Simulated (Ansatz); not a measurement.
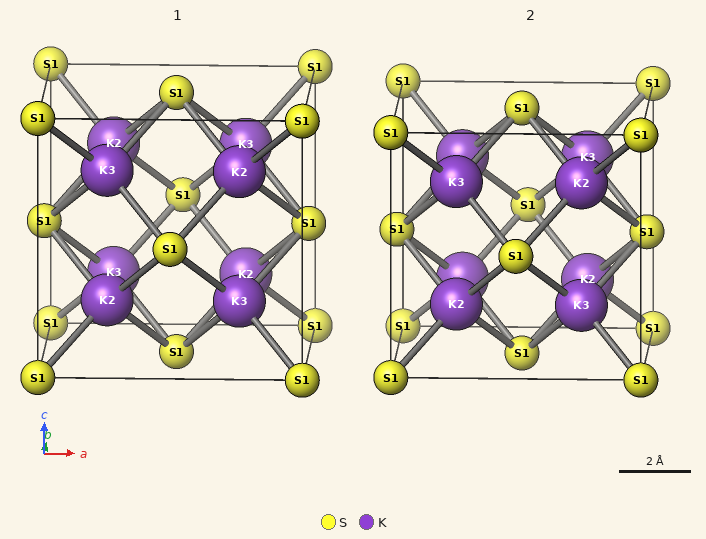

Two geometries of crystalline K2S (a generated structure, set up in Fm-3m), drawn at one scale. One is the start of a relaxation, the other its converged end. A ball-and-stick model of the conventional cell (4 times the calculation's cell), seen from a free direction. Lengths and directions refer to the drawn axes.

All numbers below come from DFT, PBE, PAW with Ansatz's default frozen-core files, scalar-relativistic (Ansatz 0.2.0). Settings: plane-wave cutoff 420 eV; k-point mesh 10 × 10 × 10; occupations fermi dirac; smearing width 0.03 eV; no spin polarisation; cell and atoms relaxed; force threshold 0.005 eV/Å; at most 80 steps.

> Which geometry has the lower energy?

Structure 1 is the relaxed one. Case: cell and atoms relaxed from a first guess. After 3 accepted moves (4 points after the start) the energy has fallen by 63.8 meV per atom. All forces vanish by symmetry, so only the cell relaxes. The pressure goes from 4.43 to 0.00 GPa. The SCF was repeated once at an unchanged geometry on a basis and grid sized afresh for the cell, which shifted the energy by 0.1 meV per atom at most. The atoms keep their places relative to the cell (all moves are under 0.005 Å). The drawn cell changes as follows: a = b = c 7.056 → 7.463 Å (+5.8 %); the volume changes by +18.3 %. Near-neighbour distances that change, for instance: K2–K3 3.528 → 3.731 Å, S1–K2 3.055 → 3.231 Å. The space group stays Fm-3m (No. 225). The run took of the order of 12 core-seconds on a shared host.
